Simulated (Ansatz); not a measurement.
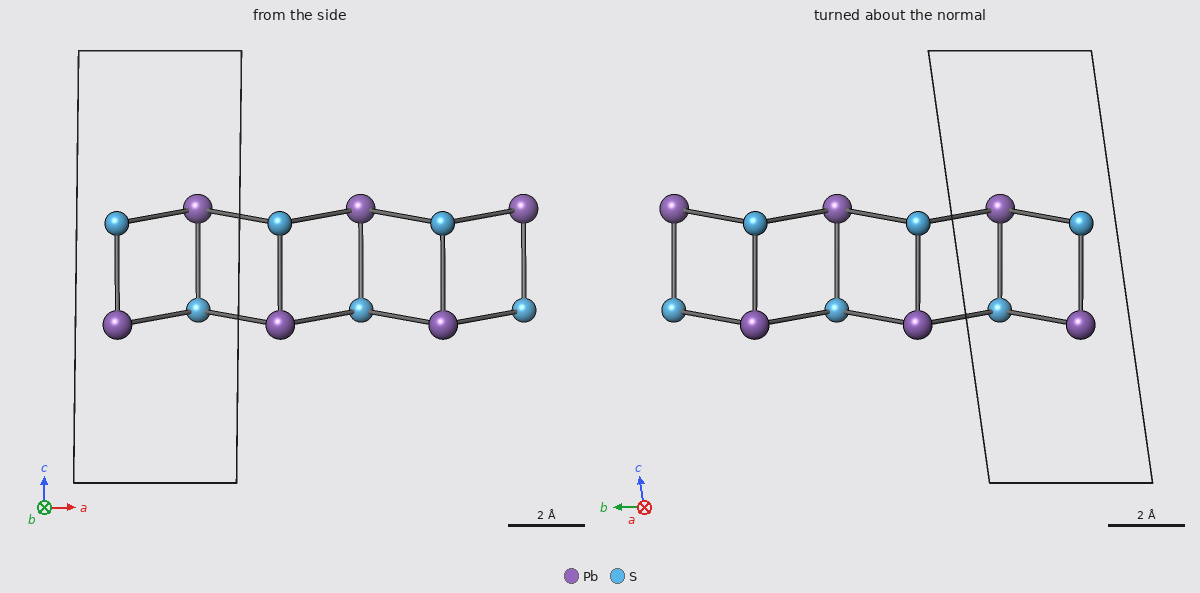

A ball-and-stick picture of a periodic sheet, seen from the side and turned about the normal. The surface normal points up in side views; the box is the simulation cell. 3×3 cells are drawn in the plane, with atoms at the edges repeated.

The cell holds 2 Pb, 2 S.

Q: Give the thickness from the bottom atom to the top atom.

A: About 3.1 Å from the lowest to the highest atom, with about 8 Å of vacuum to the next image.

Q: How are the atoms coordinated and connected?

A: The neighbours of Pb are five S in a distorted square pyramidal arrangement at about 2.7 to 3.1 Å. The coordination shell of S holds five Pb in a distorted square pyramidal arrangement at about 2.7 to 3.1 Å. The bonds build PbS layers parallel to the surface.

The structure comes from a structure listed in the Materials Project, with elements exchanged, so it need not be a known form of the compound. The cell was then strained or its atoms displaced on purpose. It went into a calculation with Ansatz.
